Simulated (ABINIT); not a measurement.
Bi2Te3: geometry relaxation (part 2 of 2)

Bi2Te3 (R-3m, 5 atoms in the cell); Kohn-Sham DFT of a periodic cell, LDA, JTH PAW LDA v2.0 (ABINIT 10.8.3); cutoff 408.17 eV, 5×5×5 k-mesh, fermi-dirac of 0.05 eV. The structure derives from an entry of the Crystallography Open Database. The run did not end well.

Geometry of the input (Å; fractional positions):
```
2.1930  1.2661  10.1657
-2.1930  1.2661  10.1657
0.0000  -2.5323  10.1657
Bi 0.6000  0.6000  0.6000
Bi 0.4000  0.4000  0.4000
Te 0.7905  0.7905  0.7905
Te 0.2095  0.2095  0.2095
Te 0.0000  0.0000  0.0000
```

Log, continued:
```
     iter   Etot(hartree)      deltaE(h)  residm     nres2
 ETOT  1  -170.05193749801    -1.701E+02 7.472E+00 1.075E+00
 ETOT  2  -170.04940501837     2.532E-03 1.441E-01 5.504E-02
 ETOT  3  -170.04925629375     1.487E-04 4.148E-02 1.427E-02
 ETOT  4  -170.04921575270     4.054E-05 9.748E-03 1.464E-03
 ETOT  5  -170.04921704585    -1.293E-06 3.730E-04 4.958E-04
 ETOT  6  -170.04921686718     1.787E-07 3.176E-04 1.218E-04
 ETOT  7  -170.04921672024     1.469E-07 3.387E-05 1.774E-05
 ETOT  8  -170.04921668783     3.241E-08 7.733E-05 3.253E-06
 ETOT  9  -170.04921668490     2.936E-09 2.568E-05 1.001E-06
 ETOT 10  -170.04921668281     2.082E-09 5.136E-05 9.048E-08
 ETOT 11  -170.04921668303    -2.128E-10 1.737E-05 2.132E-08
 ETOT 12  -170.04921668303    -6.196E-12 3.493E-05 1.309E-08
 ETOT 13  -170.04921668302     1.290E-11 1.147E-05 1.411E-09
 ETOT 14  -170.04921668302     1.336E-12 3.212E-05 1.168E-10
 ETOT 15  -170.04921668302     2.274E-13 7.455E-06 1.858E-11

 At SCF step   15       nres2   =  1.86E-11 < tolvrs=  1.00E-10 =>converged.

 Cartesian components of stress tensor (hartree/bohr^3)
  sigma(1 1)=  4.74648786E-05  sigma(3 2)=  4.64293118E-14
  sigma(2 2)=  4.74648786E-05  sigma(3 1)=  0.00000000E+00
  sigma(3 3)=  6.20707855E-05  sigma(2 1)=  0.00000000E+00

--- !ResultsGS
iteration_state: {dtset: 1, itime: 2, icycle: 1, }
comment   : Summary of ground state results
lattice_vectors:
- [  4.1371001,   2.3885558,  19.1681042, ]
- [ -4.1371001,   2.3885558,  19.1681042, ]
- [  0.0000000,  -4.7771117,  19.1681042, ]
lattice_lengths: [  19.75442,   19.75442,   19.75442, ]
lattice_angles: [ 24.178,  24.178,  24.178, ] # degrees, (23, 13, 12)
lattice_volume:   1.1364801E+03
convergence: {deltae:  2.274E-13, res2:  1.858E-11, residm:  7.455E-06, diffor: null, }
etotal    :  -1.70049217E+02
entropy   :   0.00000000E+00
fermie    :  -6.07949841E-02
cartesian_stress_tensor: # hartree/bohr^3
- [  4.74648786E-05,   0.00000000E+00,   0.00000000E+00, ]
- [  0.00000000E+00,   4.74648786E-05,   4.64293118E-14, ]
- [  0.00000000E+00,   4.64293118E-14,   6.20707855E-05, ]
pressure_GPa:  -1.5397E+00
xred      :
- [  5.9998E-01,   5.9998E-01,   5.9998E-01, Bi]
- [  4.0002E-01,   4.0002E-01,   4.0002E-01, Bi]
- [  7.9044E-01,   7.9044E-01,   7.9044E-01, Te]
- [  2.0956E-01,   2.0956E-01,   2.0956E-01, Te]
- [  0.0000E+00,   0.0000E+00,   0.0000E+00, Te]
cartesian_forces: # hartree/bohr
- [ -6.39916602E-20,   1.93583803E-19,  -3.98886541E-04, ]
- [  1.38385477E-19,  -3.37797781E-19,   3.98886541E-04, ]
- [ -2.47675414E-20,   7.63036533E-19,  -2.41415643E-03, ]
- [ -3.44095532E-20,  -3.77773302E-19,   2.41415643E-03, ]
- [ -1.52167221E-20,  -2.41049253E-19,  -0.00000000E+00, ]
force_length_stats: {min:   2.41529069E-19, max:   2.41415643E-03, mean:   1.12521719E-03, }
...

 Integrated electronic density in atomic spheres:
 ------------------------------------------------
 Atom  Sphere_radius  Integrated_density
    1        2.41231         12.10267057
    2        2.41231         12.10267057
    3        2.31107          3.10912410
    4        2.31107          3.10912410
    5        2.31107          3.13750456

---OUTPUT-----------------------------------------------------------------------

 Cartesian coordinates (xcart) [bohr]
 -9.72437225100642E-16 -1.13132045464875E-10  3.45016818377760E+01
  2.91082244412669E-16 -7.54254758726900E-11  2.30026307159833E+01
 -6.68277868765922E-16 -1.49043066806342E-10  4.54538461935805E+01
 -1.68824034002702E-17 -3.95134401141025E-11  1.20504663601788E+01
  0.00000000000000E+00  0.00000000000000E+00  0.00000000000000E+00
 Reduced coordinates (xred)
  5.99984249972927E-01  5.99984249972927E-01  5.99984249972927E-01
  4.00015750027073E-01  4.00015750027073E-01  4.00015750027073E-01
  7.90442389013639E-01  7.90442389013639E-01  7.90442389013639E-01
  2.09557610986361E-01  2.09557610986361E-01  2.09557610986361E-01
  0.00000000000000E+00  0.00000000000000E+00  0.00000000000000E+00
 Cartesian forces (fcart) [Ha/bohr]; max,rms= 2.41416E-03 8.93477E-04 (free atoms)
 -6.39916601950909E-20  1.93583803032261E-19 -3.98886540694139E-04
  1.38385476962701E-19 -3.37797780747175E-19  3.98886540694139E-04
 -2.47675414477637E-20  7.63036532946135E-19 -2.41415643322484E-03
 -3.44095532367757E-20 -3.77773301806725E-19  2.41415643322484E-03
 -1.52167220830704E-20 -2.41049253424496E-19 -0.00000000000000E+00
 Gradient of E wrt nuclear positions in reduced coordinates (gred)
  7.64589876985454E-03  7.64589876985454E-03  7.64589876985454E-03
 -7.64589876985454E-03 -7.64589876985454E-03 -7.64589876985454E-03
  4.62748020299432E-02  4.62748020299432E-02  4.62748020299432E-02
 -4.62748020299432E-02 -4.62748020299432E-02 -4.62748020299432E-02
  6.38712704411538E-19  5.12806500291603E-19 -1.15151920474859E-18
 Scale of Primitive Cell (acell) [bohr]
  1.97544175835059E+01  1.97544175835059E+01  1.97544175835291E+01
 Real space primitive translations (rprimd) [bohr]
  4.13710007426677E+00  2.38855584148040E+00  1.91681041845864E+01
 -4.13710007426677E+00  2.38855584148040E+00  1.91681041845864E+01
  0.00000000000000E+00 -4.77711168314936E+00  1.91681041845864E+01
 Unitary Cell Volume (ucvol) [Bohr^3]=  1.13648010386343E+03
 Angles (23,13,12)= [degrees]
  2.41775007492341E+01  2.41775007492341E+01  2.41775007492415E+01
 Lengths [Bohr]
  1.97544175835059E+01  1.97544175835059E+01  1.97544175835291E+01
 Stress tensor in cartesian coordinates (strten) [Ha/bohr^3]
  4.74648786218806E-05  0.00000000000000E+00  0.00000000000000E+00
  0.00000000000000E+00  4.74648786110681E-05  4.64293117508622E-14
  0.00000000000000E+00  4.64293117508622E-14  6.20707854651296E-05
 Total energy (etotal) [Ha]= -1.70049216683018E+02

 Difference of energy with previous step (new-old):
           Absolute (Ha)=-3.93059E-04
           Relative     =-2.31144E-06

--- Iteration: ( 3/50) Internal Cycle: (1/1)
--------------------------------------------------------------------------------

---SELF-CONSISTENT-FIELD CONVERGENCE--------------------------------------------

--- !BeginCycle
iteration_state: {dtset: 1, itime: 3, icycle: 1, }
solver: {iscf: 17, nstep: 80, nline: 4, wfoptalg: 10, }
tolerances: {tolvrs: 1.00E-10, }
...

     iter   Etot(hartree)      deltaE(h)  residm     nres2
 ETOT  1  -170.11434062505    -1.701E+02 2.742E+02 2.697E+01
 ETOT  2  -170.05475299153     5.959E-02 9.695E-01 1.487E+00
 ETOT  3  -170.05096378062     3.789E-03 7.162E-03 3.448E-01
 ETOT  4  -170.05002630040     9.375E-04 6.870E-03 3.517E-02
 ETOT  5  -170.05005375693    -2.746E-05 3.339E-03 1.217E-02
 ETOT  6  -170.05005099252     2.764E-06 1.411E-04 2.804E-03
 ETOT  7  -170.05004782758     3.165E-06 5.434E-03 5.180E-04
 ETOT  8  -170.05004703917     7.884E-07 2.131E-04 7.421E-05
 ETOT  9  -170.05004698069     5.848E-08 3.206E-03 2.297E-05
 ETOT 10  -170.05004694067     4.002E-08 4.967E-04 1.455E-06
 ETOT 11  -170.05004694447    -3.802E-09 1.147E-03 3.987E-07
 ETOT 12  -170.05004694457    -1.048E-10 1.179E-04 2.057E-07
 ETOT 13  -170.05004694440     1.772E-10 3.151E-04 2.341E-08
 ETOT 14  -170.05004694438     1.424E-11 5.839E-05 1.892E-09
 ETOT 15  -170.05004694439    -6.253E-12 8.902E-05 4.462E-10
 ETOT 16  -170.05004694438     9.919E-12 5.126E-05 7.304E-11

 At SCF step   16       nres2   =  7.30E-11 < tolvrs=  1.00E-10 =>converged.

 Cartesian components of stress tensor (hartree/bohr^3)
  sigma(1 1)= -4.21433797E-06  sigma(3 2)=  4.89110238E-14
  sigma(2 2)= -4.21433798E-06  sigma(3 1)=  0.00000000E+00
  sigma(3 3)=  2.98201323E-06  sigma(2 1)=  0.00000000E+00

--- !ResultsGS
iteration_state: {dtset: 1, itime: 3, icycle: 1, }
comment   : Summary of ground state results
lattice_vectors:
- [  4.1025872,   2.3686298,  18.9589153, ]
- [ -4.1025872,   2.3686298,  18.9589153, ]
- [  0.0000000,  -4.7372597,  18.9589153, ]
lattice_lengths: [  19.54180,   19.54180,   19.54180, ]
lattice_angles: [ 24.238,  24.238,  24.238, ] # degrees, (23, 13, 12)
lattice_volume:   1.1054008E+03
convergence: {deltae:  9.919E-12, res2:  7.304E-11, residm:  5.126E-05, diffor: null, }
etotal    :  -1.70050047E+02
entropy   :   0.00000000E+00
fermie    :  -5.55462415E-02
cartesian_stress_tensor: # hartree/bohr^3
- [ -4.21433797E-06,   0.00000000E+00,   0.00000000E+00, ]
- [  0.00000000E+00,  -4.21433798E-06,   4.89110238E-14, ]
- [  0.00000000E+00,   4.89110238E-14,   2.98201323E-06, ]
pressure_GPa:   5.3415E-02
xred      :
- [  5.9994E-01,   5.9994E-01,   5.9994E-01, Bi]
- [  4.0006E-01,   4.0006E-01,   4.0006E-01, Bi]
- [  7.9020E-01,   7.9020E-01,   7.9020E-01, Te]
- [  2.0980E-01,   2.0980E-01,   2.0980E-01, Te]
- [  0.0000E+00,   0.0000E+00,   0.0000E+00, Te]
cartesian_forces: # hartree/bohr
- [ -3.72885767E-19,   1.31074005E-18,   1.95594627E-03, ]
- [  3.72885767E-19,  -1.31074005E-18,  -1.95594627E-03, ]
- [ -1.08215150E-18,   7.74148760E-19,   2.07375672E-03, ]
- [  1.08215150E-18,  -7.74148760E-19,  -2.07375672E-03, ]
- [ -0.00000000E+00,  -0.00000000E+00,  -0.00000000E+00, ]
force_length_stats: {min:   0.00000000E+00, max:   2.07375672E-03, mean:   1.61188120E-03, }
...

 Integrated electronic density in atomic spheres:
 ------------------------------------------------
 Atom  Sphere_radius  Integrated_density
    1        2.41231         12.12466804
    2        2.41231         12.12466804
    3        2.31107          3.12070618
    4        2.31107          3.12070618
    5        2.31107          3.15757344

---OUTPUT-----------------------------------------------------------------------

 Cartesian coordinates (xcart) [bohr]
 -5.31512838605013E-16 -1.11890215451643E-10  3.41228240029913E+01
 -1.34620976170081E-16 -7.46112654738291E-11  2.27539218492377E+01
  2.17745565101087E-16 -1.47372907952885E-10  4.49437916017077E+01
  1.18168710039279E-16 -3.91289265025611E-11  1.19329542505212E+01
  0.00000000000000E+00  0.00000000000000E+00  0.00000000000000E+00
 Reduced coordinates (xred)
  5.99943324669902E-01  5.99943324669902E-01  5.99943324669902E-01
  4.00056675330098E-01  4.00056675330098E-01  4.00056675330098E-01
  7.90196255574745E-01  7.90196255574745E-01  7.90196255574745E-01
  2.09803744425255E-01  2.09803744425255E-01  2.09803744425255E-01
  0.00000000000000E+00  0.00000000000000E+00  0.00000000000000E+00
 Cartesian forces (fcart) [Ha/bohr]; max,rms= 2.07376E-03 1.04091E-03 (free atoms)
 -3.72885766512247E-19  1.31074004561635E-18  1.95594627448084E-03
  3.72885766512247E-19 -1.31074004561635E-18 -1.95594627448084E-03
 -1.08215150293083E-18  7.74148760116140E-19  2.07375672469354E-03
  1.08215150293083E-18 -7.74148760116140E-19 -2.07375672469354E-03
 -0.00000000000000E+00 -0.00000000000000E+00 -0.00000000000000E+00
 Gradient of E wrt nuclear positions in reduced coordinates (gred)
 -3.70826197180870E-02 -3.70826197180870E-02 -3.70826197180870E-02
  3.70826197180870E-02  3.70826197180870E-02  3.70826197180870E-02
 -3.93161780632484E-02 -3.93161780632484E-02 -3.93161780632484E-02
  3.93161780632484E-02  3.93161780632484E-02  3.93161780632484E-02
  0.00000000000000E+00 -0.00000000000000E+00 -0.00000000000000E+00
 Scale of Primitive Cell (acell) [bohr]
  1.95418038601200E+01  1.95418038601200E+01  1.95418038601430E+01
 Real space primitive translations (rprimd) [bohr]
  4.10258723480466E+00  2.36862984432713E+00  1.89589152840763E+01
 -4.10258723480466E+00  2.36862984432713E+00  1.89589152840763E+01
  0.00000000000000E+00 -4.73725968884077E+00  1.89589152840763E+01
 Unitary Cell Volume (ucvol) [Bohr^3]=  1.10540075728092E+03
 Angles (23,13,12)= [degrees]
  2.42375578723636E+01  2.42375578723636E+01  2.42375578723710E+01
 Lengths [Bohr]
  1.95418038601200E+01  1.95418038601200E+01  1.95418038601430E+01
 Stress tensor in cartesian coordinates (strten) [Ha/bohr^3]
 -4.21433796733012E-06  0.00000000000000E+00  0.00000000000000E+00
  0.00000000000000E+00 -4.21433797877582E-06  4.89110237755592E-14
  0.00000000000000E+00  4.89110237755592E-14  2.98201323267223E-06
 Total energy (etotal) [Ha]= -1.70050046944379E+02

 Difference of energy with previous step (new-old):
           Absolute (Ha)=-8.30261E-04
           Relative     =-4.88246E-06

--- Iteration: ( 4/50) Internal Cycle: (1/1)
--------------------------------------------------------------------------------

---SELF-CONSISTENT-FIELD CONVERGENCE--------------------------------------------

--- !BeginCycle
iteration_state: {dtset: 1, itime: 4, icycle: 1, }
solver: {iscf: 17, nstep: 80, nline: 4, wfoptalg: 10, }
tolerances: {tolvrs: 1.00E-10, }
...

     iter   Etot(hartree)      deltaE(h)  residm     nres2
 ETOT  1  -170.05019541621    -1.701E+02 7.285E-05 5.631E-02
 ETOT  2  -170.05007192203     1.235E-04 3.592E-05 2.483E-03
 ETOT  3  -170.05006531730     6.605E-06 8.207E-05 6.876E-04
 ETOT  4  -170.05006358674     1.731E-06 5.165E-05 7.329E-05
 ETOT  5  -170.05006364190    -5.516E-08 6.426E-05 2.293E-05
 ETOT  6  -170.05006363111     1.079E-08 4.705E-05 6.290E-06
 ETOT  7  -170.05006362164     9.469E-09 4.920E-05 5.779E-07
 ETOT  8  -170.05006362082     8.257E-10 4.163E-05 1.338E-07
 ETOT  9  -170.05006362078     3.436E-11 3.480E-05 2.516E-08
 ETOT 10  -170.05006362074     4.025E-11 3.588E-05 1.673E-09
```

Trajectory as extended XYZ (Å, eV, eV/Å), 3 frames, from step=0 to step=2:
```
5
Lattice="2.1930 1.2661 10.1657 -2.1930 1.2661 10.1657 0.0000 -2.5323 10.1657" Properties=species:S:1:pos:R:3:forces:R:3 step=0 energy=-4627.26422
Bi    0.0000    0.0000   18.2982    0.0000   0.0000  -0.0467
Bi    0.0000    0.0000   12.1988    0.0000   0.0000   0.0467
Te    0.0000    0.0000   24.1079    0.0000   0.0000  -0.1707
Te    0.0000    0.0000    6.3891    0.0000   0.0000   0.1707
Te    0.0000    0.0000    0.0000    0.0000   0.0000   0.0000
5
Lattice="2.1893 1.2640 10.1433 -2.1893 1.2640 10.1433 0.0000 -2.5279 10.1433" Properties=species:S:1:pos:R:3:forces:R:3 step=1 energy=-4627.27492
Bi    0.0000    0.0000   18.2575    0.0000   0.0000  -0.0205
Bi    0.0000    0.0000   12.1725    0.0000   0.0000   0.0205
Te    0.0000    0.0000   24.0531    0.0000   0.0000  -0.1241
Te    0.0000    0.0000    6.3768    0.0000   0.0000   0.1241
Te    0.0000    0.0000    0.0000    0.0000   0.0000   0.0000
5
Lattice="2.1710 1.2534 10.0326 -2.1710 1.2534 10.0326 0.0000 -2.5069 10.0326" Properties=species:S:1:pos:R:3:forces:R:3 step=2 energy=-4627.29751
Bi    0.0000    0.0000   18.0570    0.0000   0.0000   0.1006
Bi    0.0000    0.0000   12.0409    0.0000   0.0000  -0.1006
Te    0.0000    0.0000   23.7832    0.0000   0.0000   0.1066
Te    0.0000    0.0000    6.3146    0.0000   0.0000  -0.1066
Te    0.0000    0.0000    0.0000    0.0000   0.0000   0.0000
```

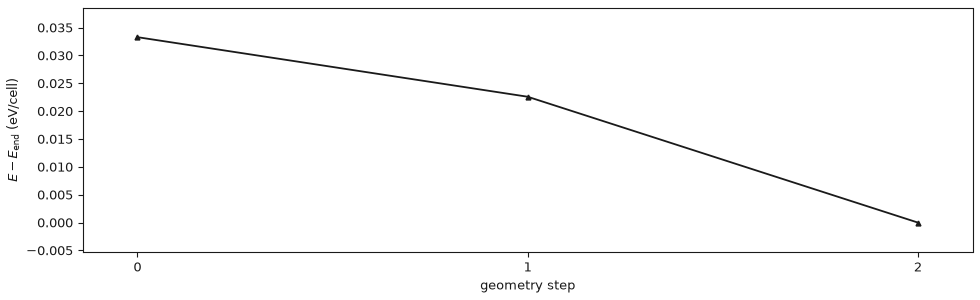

**Figure 1.** Progress of the relaxation, step by step (steps are counted from 0).

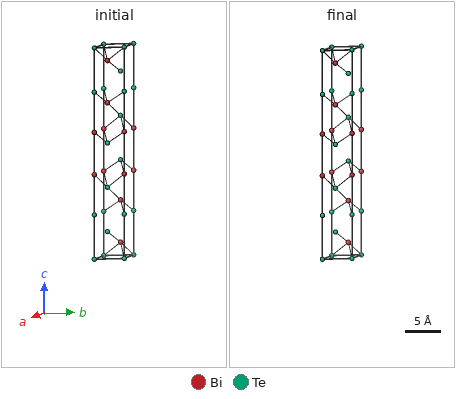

**Figure 2.** Before (left) and after (right) the relaxation, at one scale (ball-and-stick view of the cell 3 times as large as that of the calculation, set on its symmetry axes, seen slightly off an axis). The run was cut off at its time limit before the relaxation converged, so the last structure is only a point on the way. Over 2 geometry steps the energy falls by 33.3 meV per cell of the calculation. Largest force component: 0.17 eV/Å at the start, 0.11 eV/Å at the end. The largest moves relative to the cell, 0.009 Å, are those of Te3 and Te4. Largest moves by element: Te 0.009 Å, Bi 0.002 Å. The drawn cell changes as follows: a = b 4.386 → 4.342 Å (−1.0 %), c 30.497 → 30.098 Å (−1.3 %); the volume changes by −3.3 %. Distances before and after: Bi1–Te4 3.074 → 3.034 Å, Bi1–Te5 3.247 → 3.212 Å. The space group stays R-3m (No. 166). (Atoms are counted from 1 in the order of the input.)

Outcome:

- outcome: stopped at the time limit
- space group (tolerance 0.01 Å): R-3m (166)
- electrons treated: 48
- free energy: −4627.2975 eV
- Fermi energy: −1.511 eV
- gap on the k-point mesh: 0.17 eV
- pressure: 0.05 GPa
- final volume: 163.80 Å³
- largest force (length of the vector) at the end: 0.107 eV/Å
- final cell: a = 10.341 Å, b = 10.341 Å, c = 10.341 Å, α = 24.24°, β = 24.24°, γ = 24.24°
- wall time: 25 min
- peak memory: 0.54 GiB

What went wrong:

The run was cut off by its time limit, so the output is incomplete.
